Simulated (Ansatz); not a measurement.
# Run report: Ta$_{4}$N$_{5}$, geometry relaxation (part 2 of 2)

The same run, continued: Ta$_{4}$N$_{5}$ (I4/m, 9 atoms in the cell); DFT PBEsol, scalar-relativistic, plane waves, PAW, no spin polarisation (Ansatz 0.2.0); cutoff 420 eV, 10×10×10 k-mesh, Gaussian smearing of 0.1 eV. The structure derives from a Materials Project entry.

Geometry of the input (Å; fractional positions):
```
-3.4363  3.4363  2.1375
3.4363  -3.4363  2.1375
3.4363  3.4363  -2.1375
Ta 0.7828  0.6054  0.3882
Ta 0.3946  0.7828  0.1774
Ta 0.6054  0.2172  0.8226
Ta 0.2172  0.3946  0.6118
N  0.5000  0.5000  0.0000
N  0.9085  0.3090  0.2175
N  0.6910  0.9085  0.5994
N  0.3090  0.0915  0.4006
N  0.0915  0.6910  0.7825
```

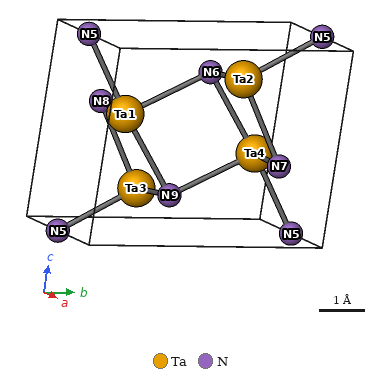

**Figure 1.** The geometry at step 3 of the log (ball-and-stick view of the reduced cell, seen slightly off an axis; atoms are numbered from 1 in the order of the input).

**Output, continued**
```
relax step   6: F+E_penalty+E_count = -41129.70989847 eV  Δ(F+E_penalty+E_count) = +5.570e-3 eV  max|allowed force component| = 1.527e-3 eV/Å  Δτ_max = 0.0000 Å  P = -0.092 GPa  Ω = 99.119 Å³  stress off target by 9.40e-2 GPa  SCF on the basis re-selected at this cell (its energy is not comparable with the rows above)  (6 SCF iters)
basis re-selected at this cell: Δ(F+E_penalty+E_count) = +5.570e-3 eV, ΔP = -0.090 GPa vs the last step (what re-selecting the basis moved, of the pressure what is left beyond the Pulay correction that the steps carried, after the strain that the cell walked since its last selection, with what the two solves' SCF thresholds leave and, on support functions, any second-order correction that the steps lacked; it is no measure of the basis error at this ecutwfc). This SCF's stress stands 9.40e-2 GPa from its target on what of the cell is left free (relax.cell.stress_tol is 5.00e-2 GPa) and its largest allowed force component is 1.53e-3 eV/Å (relax.f_tol is 5.00e-3 eV/Å): not within both, so this SCF does not close the relaxation
Crystal: 9 atoms, lattice volume = 99.089 Å³
iter 1 solved again at ethr=2.75e-9 eV; its pass at ethr=3.10e-3 eV (dr2=2.12e-6 eV) is discarded
SCF iter   1: F=—  HF=-41129.710008 eV  |F-HF|=—  |Δ(HF+E_count)|=         —  Δρ=4.49e-5  dr2=1.93e-6  ethr=2.75e-9  ⟨swp⟩=2.3  Hψ=32314  notcnv=0
preconditioner: auto → LDOS  [metal: Δε(μ)=0.008 eV  Ē_g=9.753 eV  σ=0.100 eV  W_gap=0.05  n_scr=36 (ndim 8)  ℏωp=25.0 eV  f_vac=0.015  D(μ)=1.61/eV (n_scr^D=4)  β→1.0]
SCF iter   2: F=—  HF=-41129.710007 eV  |F-HF|=—  |Δ(HF+E_count)|=   1.71e-6  Δρ=5.28e-5  dr2=2.86e-6  ethr=2.51e-9  ⟨swp⟩=2.4  Hψ=12044  notcnv=0
SCF iter   3: F=—  HF=-41129.710006 eV  |F-HF|=—  |Δ(HF+E_count)|=   5.23e-7  Δρ=2.32e-5  dr2=7.19e-7  ethr=2.51e-9  ⟨swp⟩=2.0  Hψ=10142  notcnv=0
SCF iter   4: F=-41129.710006 eV  HF=-41129.710006 eV  |F-HF|=1.22e-8  |Δ(HF+E_count)|=   1.46e-7  Δρ=3.51e-6  dr2=1.38e-8  ethr=2.87e-11  ⟨swp⟩=4.0  Hψ=30480  notcnv=0
SCF 7 converged in 4 iterations: F = -41129.710006 eV  dr2 = 1.38e-8
relax step   7: F+E_penalty+E_count = -41129.71000583 eV  Δ(F+E_penalty+E_count) = -1.074e-4 eV  max|allowed force component| = 4.594e-4 eV/Å  Δτ_max = 0.0002 Å  P = -0.002 GPa  Ω = 99.089 Å³  energy of the carried Pulay correction = +9.847e-5 eV  (4 SCF iters, dr2 threshold 2.21e-8 eV, accepted)
iter 1 solved again at ethr=5.00e-8 eV; its pass at ethr=3.10e-3 eV (dr2=3.85e-5 eV) is discarded
SCF iter   1: F=—  HF=-41129.709895 eV  |F-HF|=—  |Δ(HF+E_count)|=         —  Δρ=3.94e-6  dr2=1.45e-8  ethr=5.00e-8  ⟨swp⟩=4.8  Hψ=50491  notcnv=0
SCF iter   2: F=—  HF=-41129.709893 eV  |F-HF|=—  |Δ(HF+E_count)|=   2.05e-6  Δρ=6.22e-6  dr2=4.52e-8  ethr=1.89e-11  ⟨swp⟩=3.1  Hψ=15662  notcnv=0
SCF iter   3: F=—  HF=-41129.709893 eV  |F-HF|=—  |Δ(HF+E_count)|=   9.63e-9  Δρ=1.19e-6  dr2=1.82e-9  ethr=1.89e-11  ⟨swp⟩=2.0  Hψ=10163  notcnv=0
SCF iter   4: F=-41129.709893 eV  HF=-41129.709893 eV  |F-HF|=7.28e-12  |Δ(HF+E_count)|=  3.93e-10  Δρ=2.44e-7  dr2=1.97e-11  ethr=1.00e-12  ⟨swp⟩=6.1  Hψ=33737  notcnv=0
SCF 8 converged in 4 iterations: F = -41129.709893 eV  dr2 = 1.97e-11
relax step   8: F+E_penalty+E_count = -41129.70989274 eV  Δ(F+E_penalty+E_count) = +1.131e-4 eV  max|allowed force component| = 4.800e-4 eV/Å  Δτ_max = 0.0000 Å  P = -0.002 GPa  Ω = 99.089 Å³  stress off target by 2.27e-3 GPa  SCF on the basis re-selected at this cell (its energy is not comparable with the rows above)  (4 SCF iters)
basis re-selected at this cell: Δ(F+E_penalty+E_count) = +1.131e-4 eV, ΔP = -0.001 GPa vs the last step (what re-selecting the basis moved, of the pressure what is left beyond the Pulay correction that the steps carried, after the strain that the cell walked since its last selection, with what the two solves' SCF thresholds leave and, on support functions, any second-order correction that the steps lacked; it is no measure of the basis error at this ecutwfc). This SCF's stress stands 2.27e-3 GPa from its target on what of the cell is left free (relax.cell.stress_tol is 5.00e-2 GPa) and its largest allowed force component is 4.80e-4 eV/Å (relax.f_tol is 5.00e-3 eV/Å): within both
SCF converged after 4 iterations
Free energy (F): -41129.709893 eV
Harris-Foulkes:  -41129.709893 eV  (|F-HF|=7.28e-12)
Internal energy: -41129.701856 eV  (E = F + TS)
E sigma→0 (E₀):  -41129.705874 eV
Entropy (-TS):   -0.008037 eV (-0.893 meV/atom)
Fermi energy:    18.310058 eV
--- Per-component energies (eV) ---
  E_band       = -339.009369
  E_kinetic    = 2126.070161
  E_local      = -3200.421989  (includes V_loc(G=0)·N_el)
  E_nonlocal   = 297.340853
  E_hartree    = 1099.280573
  E_xc         = -1170.253510
  E_vxc        = -1201.454855  (∫ρ·V_xc dr)
  E_paw        = -33704.171030  (= ΣΔE_a)
  E_vpaw       = -559.105739  (= ΣTr[D̂ρ^β])
  E_aug_tail   = 0.001131  (compensation charges beyond the density's cutoff)
  E_ewald      = -6578.543124
  E_core_change = 0.995080  (= ΣΔE_core)
  E_smearing   = -0.008037  (= −TS)
  E_closure    = 0.000000  (closes the sum)
  Σ components = -41129.709893   (vs F -41129.709893, Δ=0.00e0)
--- Forces (eV/Å), atoms counted from 1 ---
  atom   1  Ta     0.00031807     0.00047998    -0.00000000
  atom   2  Ta     0.00047998    -0.00031807    -0.00000000
  atom   3  Ta    -0.00047998     0.00031807    -0.00000000
  atom   4  Ta    -0.00031807    -0.00047998    -0.00000000
  atom   5  N     -0.00000000    -0.00000000     0.00000000
  atom   6  N      0.00028480     0.00002595     0.00000000
  atom   7  N      0.00002595    -0.00028480     0.00000000
  atom   8  N     -0.00002595     0.00028480     0.00000000
  atom   9  N     -0.00028480    -0.00002595     0.00000000
  max |Σ_I F_I| component: 5.20e-18 eV/Å
--- Stress (GPa, compression-positive) ---
       -0.002275       0.000000       0.000000
       -0.000000      -0.002275       0.000000
        0.000000       0.000000      -0.002106
  P = ⅓ Tr σ = -0.0022 GPa (-0.022 kbar)
--- Band table (eV; the first three rows and the last of 144) ---
  k-point 0: bands = ["-50.7902", "-50.7155", "-50.7101", "-50.7101", "-17.7123", "-17.7088", "-17.5583", "-17.5583", "-17.5491", "-17.5491", "-17.3696", "-17.2293", "-17.1792", "-17.1343", "-17.0134", "-17.0134", "0.4614", "2.3087", "2.3087", "2.7588", "3.0953", "11.0036", "11.0036", "11.4685", "11.6782", "11.9223", "12.5165", "12.5165", "12.6830", "12.6849", "13.2920", "13.2920", "13.9287", "15.6537", "15.7521", "15.7521", "16.9643", "16.9643", "17.2953", "18.8616", "19.1682", "19.3859", "19.3859", "19.8813", "19.8813", "20.0624", "20.7195", "21.8885"]
  k-point 1: bands = ["-50.7887", "-50.7199", "-50.7100", "-50.7073", "-17.7220", "-17.6961", "-17.5723", "-17.5592", "-17.5497", "-17.5401", "-17.3561", "-17.2199", "-17.1806", "-17.1368", "-17.0297", "-17.0134", "0.5223", "2.2512", "2.3077", "2.7285", "3.1129", "10.8848", "10.9138", "11.6531", "11.7023", "11.8921", "12.4692", "12.6778", "12.6953", "12.8713", "13.2805", "13.3402", "13.8254", "15.4180", "15.5392", "15.6706", "16.8943", "16.9426", "17.4700", "18.5827", "19.1286", "19.4172", "19.7056", "19.8744", "19.9130", "20.2854", "20.8976", "22.0023"]
  k-point 2: bands = ["-50.7842", "-50.7277", "-50.7096", "-50.7043", "-17.7412", "-17.6566", "-17.6067", "-17.5812", "-17.5511", "-17.5005", "-17.3244", "-17.1992", "-17.1840", "-17.1445", "-17.0753", "-17.0133", "0.6969", "2.1217", "2.3030", "2.6397", "3.1294", "10.7313", "10.8013", "11.7695", "11.8014", "12.0255", "12.4815", "12.7265", "12.8994", "13.1929", "13.2475", "13.4832", "13.6587", "14.7278", "15.2837", "15.4941", "16.5829", "16.8535", "17.7476", "18.4948", "19.1688", "19.4695", "19.5400", "19.8921", "20.5692", "20.5872", "21.3178", "22.1433"]
  k-point 143: bands = ["-50.7479", "-50.7479", "-50.7191", "-50.7112", "-17.7482", "-17.7214", "-17.5969", "-17.4952", "-17.4952", "-17.3739", "-17.2852", "-17.2852", "-17.2376", "-17.2376", "-17.1142", "-16.9941", "1.8354", "1.9832", "1.9832", "2.1976", "2.8153", "10.8392", "10.8392", "11.2265", "11.2346", "12.3168", "13.4070", "13.4070", "13.4273", "13.4655", "13.4803", "13.5578", "13.5578", "14.3669", "14.8074", "14.8074", "15.0643", "16.3100", "16.5542", "17.7469", "17.7469", "20.8945", "21.1078", "21.1078", "21.6112", "21.6679", "21.6679", "21.7933"]
--- Relaxed structure (6 steps of the walk, 6 accepted, 2 SCFs on fresh bases) ---
  F+E_penalty+E_count = -41129.70989274 eV   max|allowed force component| = 4.800e-4 eV/Å   (the final SCF, on the basis selected at the relaxed cell)
  cell:  # Å, volume = 99.0892 Å³
    - [-3.4127997728455397, 3.4127997728455397, 2.126888757277751]
    - [3.4127997728455397, -3.4127997728455397, 2.126888757277751]
    - [3.4127997728455397, 3.4127997728455397, -2.126888757277751]
  atoms:
    - { symbol: Ta, position: [0.7843847850757073, 0.6048724998180043, 0.3892572848937116] }
    - { symbol: Ta, position: [0.3951275001819955, 0.7843847850757072, 0.17951228525770271] }
    - { symbol: Ta, position: [0.6048724998180044, 0.2156152149242927, 0.8204877147422971] }
    - { symbol: Ta, position: [0.2156152149242927, 0.39512750018199544, 0.6107427151062883] }
    - { symbol: N, position: [0.49999999999999983, 0.49999999999999994, -2.9798841189642697e-20] }
    - { symbol: N, position: [0.9081725663052782, 0.30591676567546355, 0.21408933198074173] }
    - { symbol: N, position: [0.6940832343245363, 0.908172566305278, 0.6022558006298145] }
    - { symbol: N, position: [0.3059167656754635, 0.09182743369472177, 0.3977441993701853] }
    - { symbol: N, position: [0.0918274336947217, 0.6940832343245366, 0.7859106680192584] }
```

**Trajectory as extended XYZ (Å, eV, eV/Å), 8 frames, from step=1 to step=8**
```
9
Lattice="-3.4363 3.4363 2.1375 3.4363 -3.4363 2.1375 3.4363 3.4363 -2.1375" Properties=species:S:1:pos:R:3:forces:R:3 step=1 energy=-41129.67093 pressure_GPa=-5.15
Ta    0.7245    1.9437    2.1375   -0.0321   0.1830   0.0000
Ta    1.9437   -0.7245    2.1375    0.1830   0.0321   0.0000
Ta    1.4925    4.1608    0.0000   -0.1830  -0.0321   0.0000
Ta    2.7118    1.4925    0.0000    0.0321  -0.1830   0.0000
N     0.0000    0.0000    2.1375    0.0000   0.0000   0.0000
N    -1.3124    2.8072    2.1375   -0.1045  -0.0850   0.0000
N     2.8072    1.3124    2.1375   -0.0850   0.1045   0.0000
N     0.6291    2.1239    0.0000    0.0850  -0.1045   0.0000
N     4.7487    0.6291    0.0000    0.1045   0.0850   0.0000
9
Lattice="-3.4040 3.4040 2.1228 3.4040 -3.4040 2.1228 3.4040 3.4040 -2.1228" Properties=species:S:1:pos:R:3:forces:R:3 step=2 energy=-41129.71116 pressure_GPa=2.36
Ta    0.7084    1.9391    2.1228    0.1101  -0.0395   0.0000
Ta    1.9391   -0.7084    2.1228   -0.0395  -0.1101   0.0000
Ta    1.4649    4.1124    0.0000    0.0395   0.1101   0.0000
Ta    2.6956    1.4649    0.0000   -0.1101   0.0395   0.0000
N     0.0000    0.0000    2.1228    0.0000   0.0000   0.0000
N    -1.3259    2.7778    2.1228   -0.0104   0.0333   0.0000
N     2.7778    1.3259    2.1228    0.0333   0.0104   0.0000
N     0.6262    2.0780    0.0000   -0.0333  -0.0104   0.0000
N     4.7299    0.6262    0.0000    0.0104  -0.0333   0.0000
9
Lattice="-3.4136 3.4136 2.1269 3.4136 -3.4136 2.1269 3.4136 3.4136 -2.1269" Properties=species:S:1:pos:R:3:forces:R:3 step=3 energy=-41129.71525 pressure_GPa=0.00
Ta    0.7146    1.9413    2.1269    0.0341   0.0013   0.0000
Ta    1.9413   -0.7146    2.1269    0.0013  -0.0341   0.0000
Ta    1.4723    4.1282    0.0000   -0.0013   0.0341   0.0000
Ta    2.6991    1.4723    0.0000   -0.0341  -0.0013   0.0000
N     0.0000    0.0000    2.1269    0.0000   0.0000   0.0000
N    -1.3234    2.7864    2.1269   -0.0190   0.0031   0.0000
N     2.7864    1.3234    2.1269    0.0031   0.0190   0.0000
N     0.6272    2.0903    0.0000   -0.0031  -0.0190   0.0000
N     4.7370    0.6272    0.0000    0.0190  -0.0031   0.0000
9
Lattice="-3.4134 3.4134 2.1269 3.4134 -3.4134 2.1269 3.4134 3.4134 -2.1269" Properties=species:S:1:pos:R:3:forces:R:3 step=4 energy=-41129.71540 pressure_GPa=0.01
Ta    0.7153    1.9412    2.1269    0.0159   0.0019   0.0000
Ta    1.9412   -0.7153    2.1269    0.0019  -0.0159   0.0000
Ta    1.4722    4.1288    0.0000   -0.0019   0.0159   0.0000
Ta    2.6981    1.4722    0.0000   -0.0159  -0.0019   0.0000
N     0.0000    0.0000    2.1269    0.0000   0.0000   0.0000
N    -1.3239    2.7865    2.1269   -0.0104  -0.0009   0.0000
N     2.7865    1.3239    2.1269   -0.0009   0.0104   0.0000
N     0.6269    2.0895    0.0000    0.0009  -0.0104   0.0000
N     4.7374    0.6269    0.0000    0.0104   0.0009   0.0000
9
Lattice="-3.4132 3.4132 2.1271 3.4132 -3.4132 2.1271 3.4132 3.4132 -2.1271" Properties=species:S:1:pos:R:3:forces:R:3 step=5 energy=-41129.71547 pressure_GPa=-0.00
Ta    0.7159    1.9413    2.1271   -0.0006  -0.0004   0.0000
Ta    1.9413   -0.7159    2.1271   -0.0004   0.0006   0.0000
Ta    1.4719    4.1291    0.0000    0.0004  -0.0006   0.0000
Ta    2.6972    1.4719    0.0000    0.0006   0.0004   0.0000
N     0.0000    0.0000    2.1271    0.0000   0.0000   0.0000
N    -1.3247    2.7862    2.1271   -0.0001   0.0014   0.0000
N     2.7862    1.3247    2.1271    0.0014   0.0001   0.0000
N     0.6270    2.0885    0.0000   -0.0014  -0.0001   0.0000
N     4.7379    0.6270    0.0000    0.0001  -0.0014   0.0000
9
Lattice="-3.4132 3.4132 2.1271 3.4132 -3.4132 2.1271 3.4132 3.4132 -2.1271" Properties=species:S:1:pos:R:3:forces:R:3 step=6 energy=-41129.70990 pressure_GPa=-0.09
Ta    0.7159    1.9413    2.1271   -0.0005  -0.0005   0.0000
Ta    1.9413   -0.7159    2.1271   -0.0005   0.0005   0.0000
Ta    1.4719    4.1291    0.0000    0.0005  -0.0005   0.0000
Ta    2.6972    1.4719    0.0000    0.0005   0.0005   0.0000
N     0.0000    0.0000    2.1271    0.0000   0.0000   0.0000
N    -1.3247    2.7862    2.1271   -0.0001   0.0015   0.0000
N     2.7862    1.3247    2.1271    0.0015   0.0001   0.0000
N     0.6270    2.0885    0.0000   -0.0015  -0.0001   0.0000
N     4.7379    0.6270    0.0000    0.0001  -0.0015   0.0000
9
Lattice="-3.4128 3.4128 2.1269 3.4128 -3.4128 2.1269 3.4128 3.4128 -2.1269" Properties=species:S:1:pos:R:3:forces:R:3 step=7 energy=-41129.71001 pressure_GPa=-0.00
Ta    0.7158    1.9411    2.1269    0.0003   0.0005   0.0000
Ta    1.9411   -0.7158    2.1269    0.0005  -0.0003   0.0000
Ta    1.4717    4.1286    0.0000   -0.0005   0.0003   0.0000
Ta    2.6970    1.4717    0.0000   -0.0003  -0.0005   0.0000
N     0.0000    0.0000    2.1269    0.0000   0.0000   0.0000
N    -1.3247    2.7860    2.1269    0.0003   0.0000   0.0000
N     2.7860    1.3247    2.1269    0.0000  -0.0003   0.0000
N     0.6268    2.0881    0.0000    0.0000   0.0003   0.0000
N     4.7375    0.6268    0.0000   -0.0003   0.0000   0.0000
9
Lattice="-3.4128 3.4128 2.1269 3.4128 -3.4128 2.1269 3.4128 3.4128 -2.1269" Properties=species:S:1:pos:R:3:forces:R:3 step=8 energy=-41129.70989 pressure_GPa=-0.00
Ta    0.7158    1.9411    2.1269    0.0003   0.0005   0.0000
Ta    1.9411   -0.7158    2.1269    0.0005  -0.0003   0.0000
Ta    1.4717    4.1286    0.0000   -0.0005   0.0003   0.0000
Ta    2.6970    1.4717    0.0000   -0.0003  -0.0005   0.0000
N     0.0000    0.0000    2.1269    0.0000   0.0000   0.0000
N    -1.3247    2.7860    2.1269    0.0003   0.0000   0.0000
N     2.7860    1.3247    2.1269    0.0000  -0.0003   0.0000
N     0.6268    2.0881    0.0000    0.0000   0.0003   0.0000
N     4.7375    0.6268    0.0000   -0.0003   0.0000   0.0000
```

**Summary**

- outcome: converged
- space group (tolerance 0.01 Å): I4/m (87)
- electrons treated: 77
- free energy: −41129.7099 eV
- Fermi energy: 18.310 eV
- gap on the k-point mesh: none (metallic)
- pressure: 0.00 GPa
- final volume: 99.09 Å³
- largest force (length of the vector) at the end: 0.001 eV/Å
- final cell: a = 5.274 Å, b = 5.274 Å, c = 5.274 Å, α = 99.36°, β = 99.36°, γ = 132.44°
- hardware: 2 threads of AMD EPYC (Zen 3), 189 GiB of memory available, shared host
- wall time: 5.8 min (CPU time 11 min)
- peak memory: 0.78 GiB

**Notes**

Spin–orbit coupling is left out, which matters for Ta. The cell holds an odd number of electrons but the run has no spin polarisation, so a band is left half filled.
